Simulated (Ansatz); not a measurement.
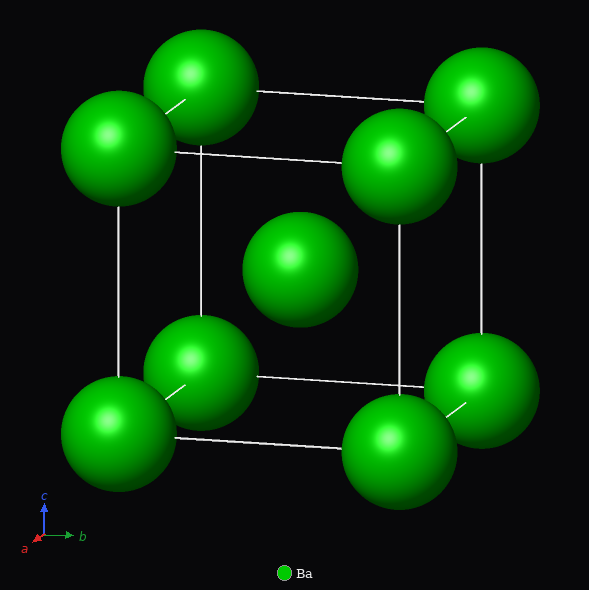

A spheres-only rendering, viewed slightly off an axis. The wireframe shows the conventional unit cell.

Edges and angles: a = 5.020 Å, b = 5.020 Å, c = 5.020 Å, α = 90.00°, β = 90.00°, γ = 90.00°.

Question: How many atoms are there in one cell?

Answer: 2 (barium), counting shared atoms by their share.

Question: Space group?

Answer: Im-3m (No. 229), with Ba on 2a.

Question: What is the name of this structure type?

Answer: Body-centred cubic (W type).

The initial geometry was the standard structure of this element. Earlier steps of the study may have refined or changed the cell and positions. It was the input of a calculation with Ansatz.
